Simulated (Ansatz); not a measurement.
# Ca: what the fields show

Input file:

```
crystal:
  lattice:
    - [5.8141694996, 0.0, 0.0]
    - [-2.9070847498, 5.0352184886, 0.0]
    - [0.0, 0.0, 3.4677478006]
  atoms:
    - { symbol: Ca, position: [0.0, 1.0, 0.0] }
    - { symbol: Ca, position: [0.3333333333, 0.6666666667, 0.5] }
    - { symbol: Ca, position: [0.6666666667, 0.3333333333, 0.5] }
hamiltonian:
  xc: lda
  pseudopotentials:
    kind: paw
    azcp:
      Ca: "pseudopotentials/Ca.paw.azcp"
basis:
  ecutwfc: 420
  fft_grid_basis: typed
kpoints:
  mp_grid: { grid: [7, 7, 10], shift: [0, 0, 0] }
magnetization:
  spin_polarized: false
scf:
  occupations: { method: fermi_dirac, width: 0.1 }
  lower_state_search: "off"
output:
  stress: true
  write_density: true
  write_potential: true
  elf: true
  volumetric_format: npy
```

Below, planes, directions and counts refer to the conventional cell (a = 5.81 Å, b = 5.81 Å, c = 3.47 Å, α = 90.00°, β = 90.00°, γ = 120.00°).

Space group P6/mmm; set up as Ca, omega (AlB2-type); a generated structure, not necessarily the stable one; changed on purpose from its base cell (volume × 0.88); computed pressure about 3 GPa in this cell.

Computed with DFT, LDA (PW92), plane waves (420 eV) with PAW, scalar-relativistic in Ansatz.

Core electrons are frozen (PAW), and the valence fields are smoothed inside the atomic spheres.

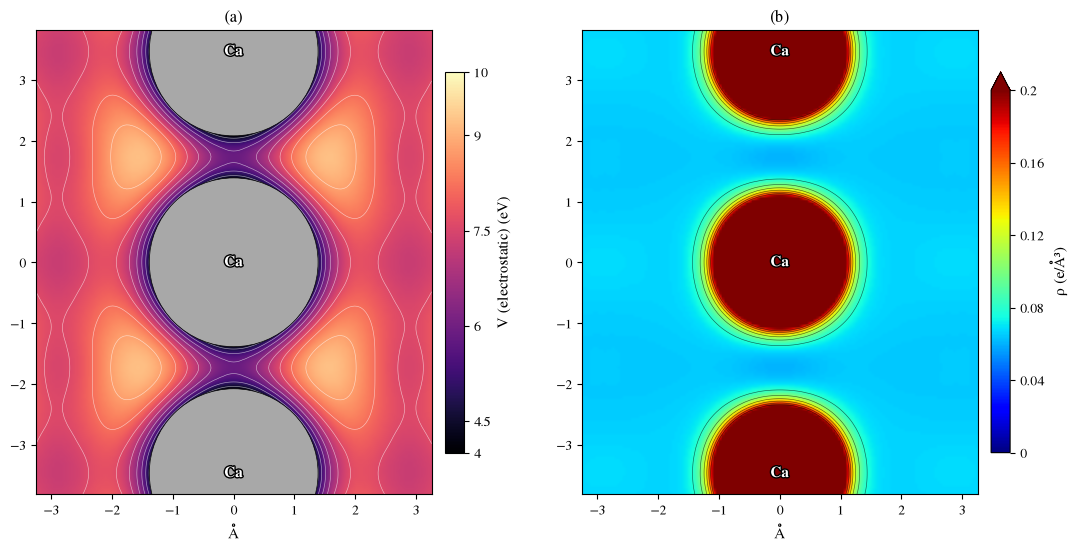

Figure 1. (a) electrostatic potential energy of an electron; (b) valence charge density (pseudo) on the (100) plane of the conventional cell. Grey discs cover the atomic cores in the potential map.

> What do the fields say about this system?

- The plane passes through Ca nuclei.
- Ca–Ca (3.47 Å): the density is about 0.06 e/Å³ at the midpoint.
- Between the atoms the lowest density in this plane is 0.06 e/Å³.
- Outside the cores the potential energy rises away from the atoms and is highest about 2.1 Å from the nearest atoms; its zero is arbitrary.

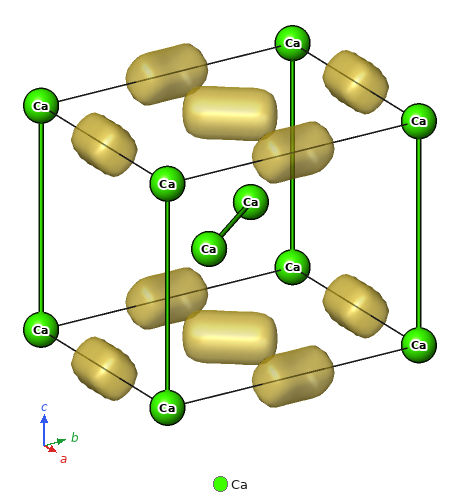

Figure 2. Isosurface of the ELF at 0.65 (yellow), seen slightly off an axis. Core shells and regions of very low density are left out. Sticks mark near contacts.

> Where are the electrons localised?

At this value the surface marks out three pockets between the atoms, centred on no nucleus (multi-centre or interstitial), counted in one cell of 3 atoms. Regions shared between cells count once. There are no localised bonds or lone pairs at this value. Profiles from the grid: Ca–Ca (3.36 Å): the ELF is about 0.10 at the midpoint (no localised pair shows between them). Ca–Ca (3.47 Å): the ELF is about 0.20 at the midpoint; no localised pair shows between them.

> Does the calculation make it a metal, or give it a gap?

It is gapless in this calculation (a metal or semimetal).
